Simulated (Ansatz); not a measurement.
# Run report: Pt, geometry relaxation (part 3 of 3)

Pt (defect cell, 26 atoms in the cell); DFT LDA, scalar-relativistic, plane waves, PAW, no spin polarisation (Ansatz 0.2.0); cutoff 420 eV, 4×4×4 k-mesh, Gaussian smearing of 0.1 eV. The structure derives from a Materials Project entry. It belongs to a series of runs on one base structure; here: Pt vacancy (site a), charge +0, atoms relaxed at the host's cell.

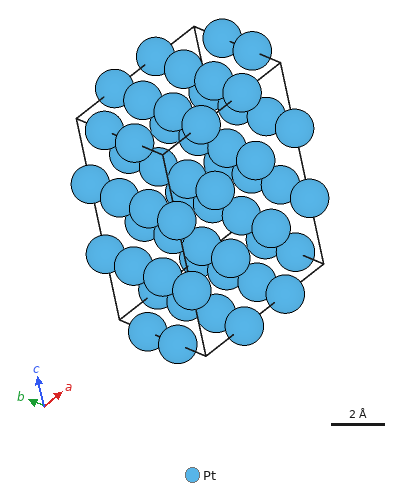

The geometry at step 3 of the log (spheres-only view of the cell of the calculation, seen slightly off an axis).

Output, continued
```
  k-point 7: bands = ["-76.1753", "-76.1636", "-76.1636", "-76.1635", "-76.1576", "-76.1574", "-76.1033", "-76.1033", "-76.0906", "-76.0906", ... 71 levels left out ..., "-30.1011", "-30.0879", "-30.0707", "-30.0707", "-30.0598", "-30.0578", "-30.0476", "-30.0442", "-30.0131", "-30.0042", "-29.9989", "-29.9989", "-29.9627", "-29.9627", "-29.9285", "-29.9066", "-29.9066", "-29.8783", "-29.8701", "-29.8621", "-29.8621", "-29.8534", "-29.8281", "13.8930", "13.9571", "13.9571", "14.2798", "15.6002", "15.7435",
      "15.7435", "15.7532", "15.7554", "15.8060", "15.9464", "15.9464", "15.9513", "16.0341", "16.0634", "16.0634", "16.2400", "16.2754", "16.2754", "16.2762", "16.4166", "16.5327", "16.5327", "16.5645", "16.7148", "16.7148", "16.8051", "16.8149", "16.8876", "16.9646", "16.9646", "17.1525", "17.4552", "17.4949", "17.5293", "17.5293", "17.6252", "17.7166", "17.7166", "17.7543", "17.7582", "17.7987", "17.8115", "17.8115", "17.8304", "17.9281",
      "17.9653", "17.9653", "17.9704", "18.0456", "18.0456", "18.1680", "18.2133", "18.2133", "18.3126", "18.4571", "18.4571", "18.4634", "18.5200", "18.5574", "18.6101", "18.6101", "18.7107", "18.7107", "18.7488", "18.8042", "18.8573", "19.0793", "19.0793", "19.1081", "19.1143", "19.2105", "19.2105", "19.2310", "19.2539", "19.4369", "19.4837", "19.4837", "19.5635", "19.6478", "19.7631", "19.7631", "19.9910", "20.0403", "20.1160", "20.1160",
      "20.1510", "20.1517", "20.1517", "20.1558", "20.2080", "20.2205", "20.2205", "20.2319", "20.2786", "20.3167", "20.3257", "20.3257", "20.3872", "20.4257", "20.4746", "20.4746", "20.6981", "20.9223", "21.0994", "21.2526", "21.2526", "21.3048", "21.3778", "21.3778", "21.5005", "21.5022", "21.5022", "21.6155", "21.9294", "21.9294", "22.0443", "22.2137", "22.2993", "22.3130", "22.3408", "22.3408", "22.4129", "22.4298", "22.4829", "22.5396",
      "22.5396", "22.5809", "22.5809", "22.6337", "22.6665", "22.8011", "23.1372", "23.1547", "23.1613", "23.1719", "23.1719", "23.3071", "24.2790", "24.6639", "24.7294", "24.7294", "24.7687", "24.7811", "24.8195", "24.8195", "25.4525", "25.4926", "25.5393", "25.5393", "26.3916", "26.3916", "26.6310", "26.6310", "26.7531", "26.9714", "28.1907", "28.2486", "28.2486", "28.7214", "29.8554", "30.8824", "31.0174", "31.0174", "31.0946", "31.1874",
      "31.2343", "31.2343", "31.3229", "31.3483", "31.4456", "31.4456", "31.5292", "31.7197", "31.8929", "31.8929", "32.6152"]
--- Relaxed structure (4 steps of the walk, 4 accepted, 0 SCFs on fresh bases) ---
  F+E_penalty+E_count = -318368.98182189 eV   max|allowed force component| = 1.070e-3 eV/Å
  atoms:
    - { symbol: Pt, position: [0.32614672289450086, -1.2244513141252499e-19, -1.2244513141252499e-19] }
    - { symbol: Pt, position: [0.0, 0.32614672289450086, 0.0] }
    - { symbol: Pt, position: [0.0, 0.0, 0.32614672289450086] }
    - { symbol: Pt, position: [0.6738532771054991, -1.2244513141252544e-19, -1.2244513141252544e-19] }
    - { symbol: Pt, position: [0.33327640241868195, 0.33327640241868195, 0.00017079274395415123] }
    - { symbol: Pt, position: [0.33327640241868195, 0.00017079274395415123, 0.33327640241868195] }
    - { symbol: Pt, position: [0.0, 0.6738532771054991, 0.0] }
    - { symbol: Pt, position: [0.00017079274395415123, 0.33327640241868195, 0.33327640241868195] }
    - { symbol: Pt, position: [0.0, 0.0, 0.6738532771054991] }
    - { symbol: Pt, position: [0.6738532771054992, 0.32614672289450086, 0.0] }
    - { symbol: Pt, position: [0.6738532771054992, 0.0, 0.32614672289450086] }
    - { symbol: Pt, position: [0.3261467228945008, 0.6738532771054991, 0.0] }
    - { symbol: Pt, position: [0.33327640241868195, 0.33327640241868195, 0.33327640241868195] }
    - { symbol: Pt, position: [0.3261467228945008, 0.0, 0.6738532771054991] }
    - { symbol: Pt, position: [0.0, 0.6738532771054991, 0.32614672289450086] }
    - { symbol: Pt, position: [0.0, 0.32614672289450086, 0.6738532771054991] }
    - { symbol: Pt, position: [0.666723597581318, 0.666723597581318, -0.00017079274395415123] }
    - { symbol: Pt, position: [0.6678383571941385, 0.33216164280586147, 0.33216164280586147] }
    - { symbol: Pt, position: [0.666723597581318, -0.00017079274395415123, 0.666723597581318] }
    - { symbol: Pt, position: [0.33216164280586147, 0.6678383571941385, 0.33216164280586147] }
    - { symbol: Pt, position: [0.33216164280586147, 0.33216164280586147, 0.6678383571941385] }
    - { symbol: Pt, position: [-0.00017079274395415123, 0.666723597581318, 0.666723597581318] }
    - { symbol: Pt, position: [0.6678383571941384, 0.6678383571941385, 0.33216164280586147] }
    - { symbol: Pt, position: [0.6678383571941384, 0.33216164280586147, 0.6678383571941385] }
    - { symbol: Pt, position: [0.33216164280586147, 0.6678383571941385, 0.6678383571941385] }
    - { symbol: Pt, position: [0.666723597581318, 0.666723597581318, 0.666723597581318] }
```

Trajectory as extended XYZ (Å, eV, eV/Å), 4 frames, from step=1 to step=4
```
26
Lattice="-5.8406 5.8406 0.0000 -5.8406 0.0000 5.8406 0.0000 5.8406 5.8406" Properties=species:S:1:pos:R:3:forces:R:3 step=1 energy=-318368.65154
Pt   -1.9469    1.9469    0.0000    0.6389  -0.6389   0.0000
Pt   -1.9469    0.0000    1.9469    0.6389   0.0000  -0.6389
Pt    0.0000    1.9469    1.9469    0.0000  -0.6389  -0.6389
Pt   -3.8938    3.8938    0.0000   -0.6389   0.6389   0.0000
Pt   -3.8938    1.9469    1.9469   -0.0021  -0.0021  -0.0021
Pt   -1.9469    3.8938    1.9469    0.0021   0.0021  -0.0021
Pt   -3.8938    0.0000    3.8938   -0.6389   0.0000   0.6389
Pt   -1.9469    1.9469    3.8938    0.0021  -0.0021   0.0021
Pt    0.0000    3.8938    3.8938    0.0000   0.6389   0.6389
Pt   -5.8406    3.8938    1.9469    0.0000   0.6389  -0.6389
Pt   -3.8938    5.8406    1.9469   -0.6389   0.0000  -0.6389
Pt   -5.8406    1.9469    3.8938    0.0000  -0.6389   0.6389
Pt   -3.8938    3.8938    3.8938   -0.0021   0.0021   0.0021
Pt   -1.9469    5.8406    3.8938    0.6389   0.0000   0.6389
Pt   -3.8938    1.9469    5.8406   -0.6389  -0.6389   0.0000
Pt   -1.9469    3.8938    5.8406    0.6389   0.6389   0.0000
Pt   -7.7875    3.8938    3.8938    0.0021   0.0021   0.0021
Pt   -5.8406    5.8406    3.8938    0.0000   0.0000  -0.3123
Pt   -3.8938    7.7875    3.8938   -0.0021  -0.0021   0.0021
Pt   -5.8406    3.8938    5.8406    0.0000  -0.3123   0.0000
Pt   -3.8938    5.8406    5.8406    0.3123   0.0000   0.0000
Pt   -3.8938    3.8938    7.7875   -0.0021   0.0021  -0.0021
Pt   -7.7875    5.8406    5.8406   -0.3123   0.0000   0.0000
Pt   -5.8406    7.7875    5.8406    0.0000   0.3123   0.0000
Pt   -5.8406    5.8406    7.7875    0.0000   0.0000   0.3123
Pt   -7.7875    7.7875    7.7875    0.0021  -0.0021  -0.0021
26
Lattice="-5.8406 5.8406 0.0000 -5.8406 0.0000 5.8406 0.0000 5.8406 5.8406" Properties=species:S:1:pos:R:3:forces:R:3 step=2 energy=-318368.81279
Pt   -1.8763    1.8763    0.0000   -0.4249   0.4249   0.0000
Pt   -1.8763    0.0000    1.8763   -0.4249   0.0000   0.4249
Pt    0.0000    1.8763    1.8763    0.0000   0.4249   0.4249
Pt   -3.9643    3.9643    0.0000    0.4249  -0.4249   0.0000
Pt   -3.8935    1.9472    1.9472    0.0133   0.0133   0.0133
Pt   -1.9472    3.8935    1.9472   -0.0133  -0.0133   0.0133
Pt   -3.9643    0.0000    3.9643    0.4249   0.0000  -0.4249
Pt   -1.9472    1.9472    3.8935   -0.0133   0.0133  -0.0133
Pt    0.0000    3.9643    3.9643    0.0000  -0.4249  -0.4249
Pt   -5.8406    3.9643    1.8763    0.0000  -0.4249   0.4249
Pt   -3.9643    5.8406    1.8763    0.4249   0.0000   0.4249
Pt   -5.8406    1.8763    3.9643    0.0000   0.4249  -0.4249
Pt   -3.8935    3.8935    3.8935    0.0133  -0.0133  -0.0133
Pt   -1.8763    5.8406    3.9643   -0.4249   0.0000  -0.4249
Pt   -3.9643    1.8763    5.8406    0.4249   0.4249   0.0000
Pt   -1.8763    3.9643    5.8406   -0.4249  -0.4249   0.0000
Pt   -7.7878    3.8935    3.8935   -0.0133  -0.0133  -0.0133
Pt   -5.8406    5.8406    3.8610    0.0000   0.0000   0.4070
Pt   -3.8935    7.7878    3.8935    0.0133   0.0133  -0.0133
Pt   -5.8406    3.8610    5.8406    0.0000   0.4070   0.0000
Pt   -3.8610    5.8406    5.8406   -0.4070   0.0000   0.0000
Pt   -3.8935    3.8935    7.7878    0.0133  -0.0133   0.0133
Pt   -7.8203    5.8406    5.8406    0.4070   0.0000   0.0000
Pt   -5.8406    7.8203    5.8406    0.0000  -0.4070   0.0000
Pt   -5.8406    5.8406    7.8203    0.0000   0.0000  -0.4070
Pt   -7.7878    7.7878    7.7878   -0.0133   0.0133   0.0133
26
Lattice="-5.8406 5.8406 0.0000 -5.8406 0.0000 5.8406 0.0000 5.8406 5.8406" Properties=species:S:1:pos:R:3:forces:R:3 step=3 energy=-318368.98170
Pt   -1.9048    1.9048    0.0000   -0.0004   0.0004   0.0000
Pt   -1.9048    0.0000    1.9048   -0.0004   0.0000   0.0004
Pt    0.0000    1.9048    1.9048    0.0000   0.0004   0.0004
Pt   -3.9358    3.9358    0.0000    0.0004  -0.0004   0.0000
Pt   -3.8932    1.9474    1.9474    0.0029   0.0029   0.0029
Pt   -1.9474    3.8932    1.9474   -0.0029  -0.0029   0.0029
Pt   -3.9358    0.0000    3.9358    0.0004   0.0000  -0.0004
Pt   -1.9474    1.9474    3.8932   -0.0029   0.0029  -0.0029
Pt    0.0000    3.9358    3.9358    0.0000  -0.0004  -0.0004
Pt   -5.8406    3.9358    1.9048    0.0000  -0.0004   0.0004
Pt   -3.9358    5.8406    1.9048    0.0004   0.0000   0.0004
Pt   -5.8406    1.9048    3.9358    0.0000   0.0004  -0.0004
Pt   -3.8932    3.8932    3.8932    0.0029  -0.0029  -0.0029
Pt   -1.9048    5.8406    3.9358   -0.0004   0.0000  -0.0004
Pt   -3.9358    1.9048    5.8406    0.0004   0.0004   0.0000
Pt   -1.9048    3.9358    5.8406   -0.0004  -0.0004   0.0000
Pt   -7.7880    3.8932    3.8932   -0.0029  -0.0029  -0.0029
Pt   -5.8406    5.8406    3.8815    0.0000   0.0000  -0.0281
Pt   -3.8932    7.7880    3.8932    0.0029   0.0029  -0.0029
Pt   -5.8406    3.8815    5.8406    0.0000  -0.0281   0.0000
Pt   -3.8815    5.8406    5.8406    0.0281   0.0000   0.0000
Pt   -3.8932    3.8932    7.7880    0.0029  -0.0029   0.0029
Pt   -7.7997    5.8406    5.8406   -0.0281   0.0000   0.0000
Pt   -5.8406    7.7997    5.8406    0.0000   0.0281   0.0000
Pt   -5.8406    5.8406    7.7997    0.0000   0.0000   0.0281
Pt   -7.7880    7.7880    7.7880   -0.0029   0.0029   0.0029
26
Lattice="-5.8406 5.8406 0.0000 -5.8406 0.0000 5.8406 0.0000 5.8406 5.8406" Properties=species:S:1:pos:R:3:forces:R:3 step=4 energy=-318368.98182
Pt   -1.9049    1.9049    0.0000    0.0002  -0.0002   0.0000
Pt   -1.9049    0.0000    1.9049    0.0002   0.0000  -0.0002
Pt    0.0000    1.9049    1.9049    0.0000  -0.0002  -0.0002
Pt   -3.9357    3.9357    0.0000   -0.0002   0.0002   0.0000
Pt   -3.8931    1.9475    1.9475   -0.0011  -0.0011  -0.0011
Pt   -1.9475    3.8931    1.9475    0.0011   0.0011  -0.0011
Pt   -3.9357    0.0000    3.9357   -0.0002   0.0000   0.0002
Pt   -1.9475    1.9475    3.8931    0.0011  -0.0011   0.0011
Pt    0.0000    3.9357    3.9357    0.0000   0.0002   0.0002
Pt   -5.8406    3.9357    1.9049    0.0000   0.0002  -0.0002
Pt   -3.9357    5.8406    1.9049   -0.0002   0.0000  -0.0002
Pt   -5.8406    1.9049    3.9357    0.0000  -0.0002   0.0002
Pt   -3.8931    3.8931    3.8931   -0.0011   0.0011   0.0011
Pt   -1.9049    5.8406    3.9357    0.0002   0.0000   0.0002
Pt   -3.9357    1.9049    5.8406   -0.0002  -0.0002   0.0000
Pt   -1.9049    3.9357    5.8406    0.0002   0.0002   0.0000
Pt   -7.7882    3.8931    3.8931    0.0011   0.0011   0.0011
Pt   -5.8406    5.8406    3.8801    0.0000   0.0000   0.0007
Pt   -3.8931    7.7882    3.8931   -0.0011  -0.0011   0.0011
Pt   -5.8406    3.8801    5.8406    0.0000   0.0007   0.0000
Pt   -3.8801    5.8406    5.8406   -0.0007   0.0000   0.0000
Pt   -3.8931    3.8931    7.7882   -0.0011   0.0011  -0.0011
Pt   -7.8012    5.8406    5.8406    0.0007   0.0000   0.0000
Pt   -5.8406    7.8012    5.8406    0.0000  -0.0007   0.0000
Pt   -5.8406    5.8406    7.8012    0.0000   0.0000  -0.0007
Pt   -7.7882    7.7882    7.7882    0.0011  -0.0011  -0.0011
```

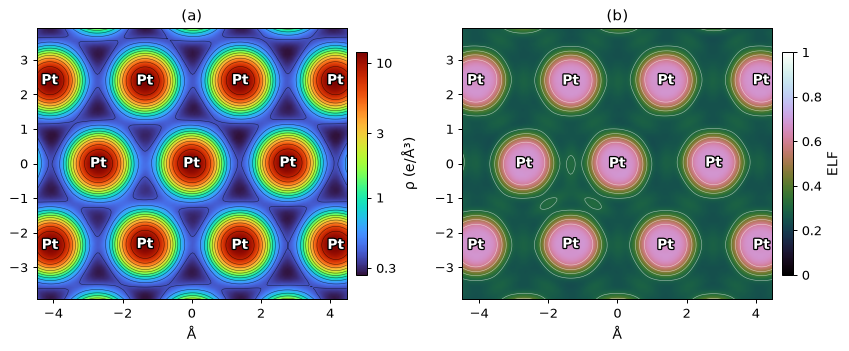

(a) valence charge density (pseudo); (b) electron localisation function on the (001) plane of the calculation cell. The section cuts through Pt sites. Pt–Pt (2.69 Å): ρ is about 0.44 e/Å³ halfway; the ELF is about 0.30 at the midpoint (no localised pair between them). Pt–Pt (2.74 Å): ρ is about 0.4 e/Å³ halfway; the ELF is about 0.30 at the midpoint (no shared electron pair). Away from the nuclei the density in this plane falls to 0.27 e/Å³ at its lowest. The strong features right at Pt lie inside the PAW spheres (semicore, d or f shells) and say nothing about bonding. The fields are those of the smooth PAW valence density.

Results in brief

```json
{"quantity": "outcome", "value": "converged"}
{"quantity": "electrons treated", "value": "468"}
{"quantity": "free energy", "value": "−318368.9818 eV"}
{"quantity": "Fermi energy", "value": "22.589 eV"}
{"quantity": "gap on the k-point mesh", "value": "none (metallic)"}
{"quantity": "final volume", "value": "398.48 Å³"}
{"quantity": "largest force (length of the vector) at the end", "value": "0.002 eV/Å"}
{"quantity": "wall time", "value": "2.6 min (CPU time 9.4 min)"}
{"quantity": "peak memory", "value": "2.3 GiB"}
```

Remarks

Spin–orbit coupling is left out, which matters for Pt.
